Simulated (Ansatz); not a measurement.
AlAs (slab)

```cif
data_structure
_symmetry_space_group_name_H-M 'P 1'
_symmetry_Int_Tables_number 1
_cell_length_a 4.0500
_cell_length_b 5.7276
_cell_length_c 25.1251
_cell_angle_alpha 90.000
_cell_angle_beta 90.000
_cell_angle_gamma 90.000
_cell_volume 582.83
loop_
_atom_site_label
_atom_site_type_symbol
_atom_site_fract_x
_atom_site_fract_y
_atom_site_fract_z
_atom_site_occupancy
Al1 Al 0.50000 0.44016 0.31853 1
As1 As 0.00000 0.23766 0.28928 1
Al2 Al 0.00000 0.02102 0.37488 1
As2 As 0.50000 0.77003 0.38024 1
Al3 Al 0.50000 0.51687 0.46130 1
As3 As 0.00000 0.26430 0.45793 1
Al4 Al 0.00000 0.01687 0.53870 1
As4 As 0.50000 0.76430 0.54207 1
Al5 Al 0.50000 0.52102 0.62512 1
As5 As 0.00000 0.27000 0.61976 1
Al6 Al 0.00000 0.94014 0.68148 1
As6 As 0.50000 0.73764 0.71072 1
```

Method: Ansatz 0.2.0, DFT PBE, scalar-relativistic, plane waves, PAW.

The density is the valence pseudo-density of a PAW calculation; it isn't the true density close to the nuclei.

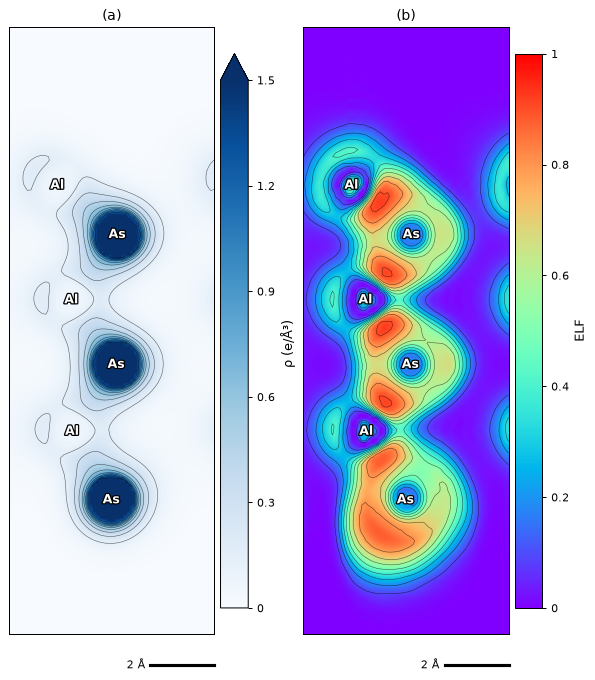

Figure 1. (a) valence pseudo-density; (b) electron localisation function on the (100) plane of the calculation cell, a cut from vacuum to vacuum.

Q: What do the fields say about this system?

A: The plane passes through As and Al nuclei. Al–As (2.44 Å): ρ at the midpoint is about 0.48 e/Å³; the ELF peaks at about 0.90 between the atoms; a covalent bond. Al–As (2.48 Å): ρ at the midpoint is about 0.44 e/Å³; the ELF peaks at about 0.90 between the atoms: a covalent bond. The density dies away to nearly zero in the vacuum. The ELF also peaks beside As, away from the bonds: lone-pair regions.

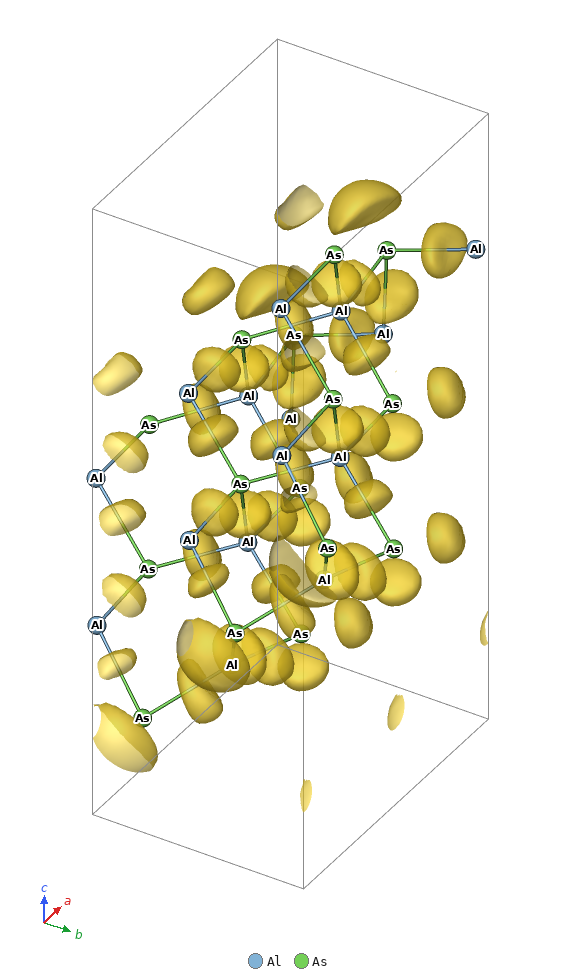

Figure 2. Isosurface of the electron localisation function at 0.8 (yellow), seen at an oblique angle. Only the valence region is drawn (cores and ρ < 0.01 e/Å³ removed). Sticks mark near contacts.

Q: Identify the bonds, lone pairs and shells in this picture.

A: The surface consists of 22 regions between bonded Al–As atoms (shared pairs) and two lobes on As, pointing away from the bonds (lone pairs), counted in one cell of 12 atoms. Counts are for one cell; the picture repeats the cell along the surface. Along the contacts the grid gives the following. Al–As (2.49 Å): the ELF peaks at about 0.90 between the atoms, as expected for localised, covalent bonding.

Q: Metal or insulator at this level of theory?

A: It is gapped, with a Kohn–Sham gap of 1.1 eV on the k-point mesh, an upper bound to the gap of this method.
